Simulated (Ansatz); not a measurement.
**Geometry relaxation of B$_{24}$N$_{23}$ (part 4 of 4)**

The same run, continued: B$_{24}$N$_{23}$ (defect cell, 47 atoms in the cell); DFT PBE, scalar-relativistic, plane waves, PAW, spin-polarised (Ansatz 0.2.0); cutoff 420 eV, 2×2×2 k-mesh, Gaussian smearing of 0.05 eV, collinear spins. The structure derives from an entry of the Crystallography Open Database.

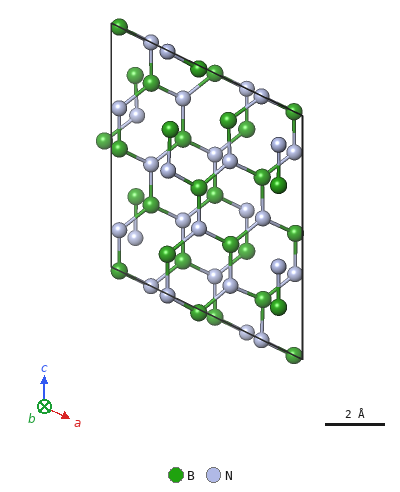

**Figure 1.** The geometry at step 6 of the log (ball-and-stick view of the cell of the calculation, along the b axis).

**Trajectory as extended XYZ, continued**
```
47
Lattice="3.7474 -2.1635 -6.6357 3.7474 -2.1635 6.6357 -7.4947 -4.3271 0.0000" Properties=species:S:1:pos:R:3:forces:R:3 step=5 energy=-12626.08717
B    -0.0010   -7.2089    1.6298   -0.0029   0.0019   0.0588
B    -3.7492   -5.0456    1.6277    0.0012  -0.0037   0.0462
B    -1.2508   -5.0459    1.6317   -0.0044   0.0063   0.0503
B    -1.2506   -5.0461   -5.0004    0.0071   0.0025   0.0398
B    -2.5004   -2.8824    1.6619    0.0005   0.0015  -0.0010
B     1.2471   -5.0458    1.6553    0.0000   0.0016   0.0006
B     3.7455   -5.0453    1.6790    0.0036   0.0036  -0.0528
B    -0.0018   -2.8817    1.6786   -0.0019  -0.0049  -0.0648
B     2.4967   -2.8812    1.6776    0.0018   0.0004  -0.0185
B     2.4966   -2.8812   -4.9676   -0.0032   0.0010  -0.0198
B     1.2479   -0.7178    1.6495    0.0045  -0.0076   0.0163
B     4.9954   -2.8814    1.6482   -0.0088  -0.0012   0.0125
B    -2.6014   -5.7061   -1.6930    0.0233  -0.0120   0.0132
B    -2.4993   -5.7682    4.9527   -0.0134   0.0073   0.0642
B    -3.7362   -3.7352   -1.7071   -0.0087  -0.0050   0.0720
B    -0.0240   -5.7629   -1.6595    0.0269   0.0017   0.0110
B     2.5113   -5.8054   -1.6622   -0.0187  -0.0535  -0.0374
B    -1.2334   -3.6048   -1.6326    0.0421   0.0336   0.0150
B     1.2789   -3.5914   -1.6173    0.0408   0.0095  -0.0938
B     1.2504   -3.6410    5.0030   -0.0045  -0.0311  -0.0874
B     0.0350   -1.4342   -1.6258    0.0016  -0.0031  -0.0538
B     3.7549   -3.6197   -1.6453   -0.0047  -0.0396   0.0083
B     6.2269   -3.5874   -1.6644   -0.0089  -0.0263  -0.0133
B     2.6034   -1.3902   -1.5959    0.0485   0.0313   0.0496
N    -0.0076   -7.2078   -1.6772   -0.0209   0.0292  -0.0126
N    -1.2220   -5.1104    4.9300   -0.0102   0.0332   0.0077
N    -1.2987   -5.0392   -1.6498   -0.0342  -0.0027  -0.0105
N     1.2562   -5.0530   -1.6469   -0.0192  -0.0226   0.0162
N    -2.5092   -2.9441   -1.6422    0.0377   0.0129  -0.0053
N     0.0218   -2.8792   -1.6110   -0.0232  -0.0157  -0.0095
N     3.7540   -5.0698   -1.6409    0.0069   0.0329  -0.0128
N     2.5035   -2.8881    4.9981    0.0223   0.0385   0.0109
N     2.5438   -2.8476   -1.6167   -0.0547  -0.0125  -0.0196
N     4.9625   -2.8428   -1.6795    0.0027   0.0239  -0.0227
N     1.3119   -0.7124   -1.6418   -0.0269  -0.0290   0.0052
N    -2.4991   -5.7670   -5.0192   -0.0102   0.0050   0.0166
N    -2.4996   -5.7667    1.6318    0.0062  -0.0041   0.0104
N    -0.0016   -5.7656    1.6208    0.0044  -0.0133  -0.0017
N    -3.7489   -3.6027    1.6427   -0.0023   0.0114   0.0011
N    -1.2507   -3.6029    1.6593    0.0008   0.0000   0.0088
N     2.4967   -5.7666    1.6594   -0.0056  -0.0037   0.0034
N     1.2475   -3.6030   -4.9537   -0.0014   0.0016  -0.0110
N     1.2476   -3.6031    1.6831   -0.0053  -0.0029  -0.0112
N     3.7458   -3.6030    1.6757    0.0024  -0.0006   0.0065
N    -0.0018   -1.4394    1.6713    0.0006   0.0053   0.0128
N     2.4959   -1.4398    1.6627   -0.0078  -0.0029   0.0012
N     6.2435   -3.6031    1.6406    0.0163   0.0019   0.0007
47
Lattice="3.7474 -2.1635 -6.6357 3.7474 -2.1635 6.6357 -7.4947 -4.3271 0.0000" Properties=species:S:1:pos:R:3:forces:R:3 step=6 energy=-12626.09755
B    -0.0006   -7.2101    1.6610   -0.0044   0.0050   0.0036
B    -3.7483   -5.0465    1.6528    0.0000  -0.0007   0.0064
B    -1.2501   -5.0470    1.6563   -0.0031  -0.0020  -0.0002
B    -1.2501   -5.0468   -4.9789   -0.0021  -0.0045   0.0036
B    -2.4998   -2.8832    1.6619   -0.0002   0.0011  -0.0006
B     1.2476   -5.0467    1.6564   -0.0047   0.0000   0.0029
B     3.7461   -5.0462    1.6610   -0.0010   0.0020  -0.0018
B    -0.0014   -2.8827    1.6632    0.0025   0.0023  -0.0038
B     2.4972   -2.8822    1.6664    0.0010   0.0002  -0.0059
B     2.4972   -2.8821   -4.9765   -0.0036   0.0009   0.0013
B     1.2485   -0.7190    1.6617    0.0003  -0.0008  -0.0022
B     4.9960   -2.8824    1.6586    0.0005  -0.0004   0.0015
B    -2.6018   -5.7084   -1.6695    0.0199  -0.0186  -0.0031
B    -2.5024   -5.7666    4.9740    0.0055  -0.0006   0.0025
B    -3.7408   -3.7353   -1.6696    0.0029   0.0333   0.0014
B    -0.0250   -5.7608   -1.6588    0.0001  -0.0065   0.0034
B     2.5094   -5.8051   -1.6634    0.0037  -0.0052   0.0025
B    -1.2333   -3.6034   -1.6498    0.0125   0.0069  -0.0013
B     1.2803   -3.5887   -1.6502    0.0001   0.0032  -0.0093
B     1.2501   -3.6414    4.9801   -0.0075  -0.0002  -0.0021
B     0.0364   -1.4335   -1.6505    0.0001  -0.0026   0.0046
B     3.7533   -3.6203   -1.6592    0.0043  -0.0023  -0.0056
B     6.2257   -3.5878   -1.6626    0.0006   0.0045  -0.0036
B     2.6115   -1.3836   -1.6323   -0.0153  -0.0120  -0.0052
N    -0.0102   -7.2056   -1.6635    0.0002   0.0010   0.0035
N    -1.2250   -5.1084    4.9649   -0.0027  -0.0106   0.0029
N    -1.3011   -5.0381   -1.6541   -0.0103   0.0046  -0.0011
N     1.2551   -5.0515   -1.6579   -0.0018  -0.0011   0.0016
N    -2.5100   -2.9444   -1.6519   -0.0064  -0.0099  -0.0055
N     0.0216   -2.8785   -1.6464   -0.0064  -0.0014  -0.0059
N     3.7533   -5.0695   -1.6603   -0.0016   0.0014   0.0007
N     2.5040   -2.8876    4.9802   -0.0006   0.0025  -0.0034
N     2.5439   -2.8445   -1.6484    0.0057   0.0104   0.0073
N     4.9616   -2.8434   -1.6692   -0.0040   0.0017   0.0059
N     1.3128   -0.7112   -1.6488    0.0044   0.0005  -0.0006
N    -2.4987   -5.7680   -4.9854    0.0036   0.0039   0.0011
N    -2.4989   -5.7678    1.6609    0.0007   0.0011   0.0075
N    -0.0010   -5.7671    1.6482    0.0005   0.0018  -0.0037
N    -3.7484   -3.6034    1.6640   -0.0003  -0.0014   0.0032
N    -1.2502   -3.6039    1.6611   -0.0022   0.0012  -0.0011
N     2.4971   -5.7674    1.6574    0.0047  -0.0008   0.0036
N     1.2480   -3.6040   -4.9742    0.0011   0.0022  -0.0004
N     1.2479   -3.6040    1.6636    0.0021  -0.0004  -0.0018
N     3.7463   -3.6040    1.6633   -0.0023  -0.0014  -0.0019
N    -0.0013   -1.4404    1.6626    0.0016  -0.0021  -0.0003
N     2.4966   -1.4407    1.6704    0.0018  -0.0030   0.0022
N     6.2442   -3.6041    1.6522   -0.0001  -0.0031  -0.0029
```

**Key numbers**

| quantity | value |
| --- | --- |
| outcome | converged |
| electrons treated | 187 |
| free energy | −12626.0975 eV |
| Fermi energy | 7.634 eV |
| net moment of the cell | 0.74 μB |
| integrated absolute moment | 0.83 μB |
| final volume | 430.39 Å³ |
| largest force (length of the vector) at the end | 0.033 eV/Å |
| hardware | 4 threads of Arm Neoverse V1, 24 GiB of memory available, shared host |
| wall time | 1.7 min (CPU time 6.6 min) |
| peak memory | 2 GiB |

**Remarks**

The program warns: some starting moments were not kept.
